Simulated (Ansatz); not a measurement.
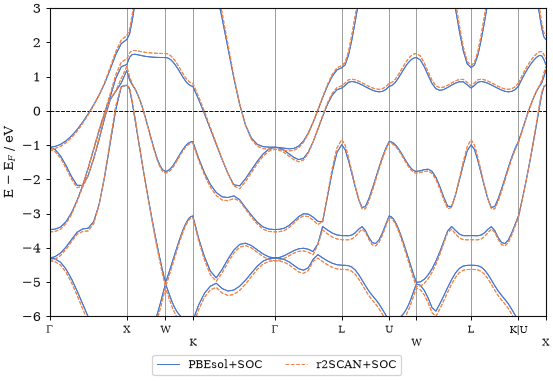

Band structures of fcc Ir, space group Fm-3m, 1 atom in the primitive cell (cubic a = 3.831 Å), by two methods on the same cell. Each is counted from its own Fermi level.

**How do the methods compare?**

Both give a metal. Levels within 1 eV of the Fermi level differ by 0.05 eV on average and by 0.15 eV at most (at L).

Settings. PBEsol+SOC: Ansatz PAW, spin-orbit coupling, no magnetisation, 9×9×9 k mesh, 420 eV cutoff, Fermi-Dirac smearing of 0.05 eV (Ansatz 0.2.0). r2SCAN+SOC: Ansatz PAW, spin-orbit coupling, no magnetisation, 9×9×9 k mesh, 500 eV cutoff, Fermi-Dirac smearing of 0.05 eV (Ansatz).

The cell is at 4 GPa in r2SCAN+SOC and −0 GPa in PBEsol+SOC. The PAW data sets were made with another functional. The k mesh is thin for a metal, so its Fermi level is uncertain by some hundredths of an eV.
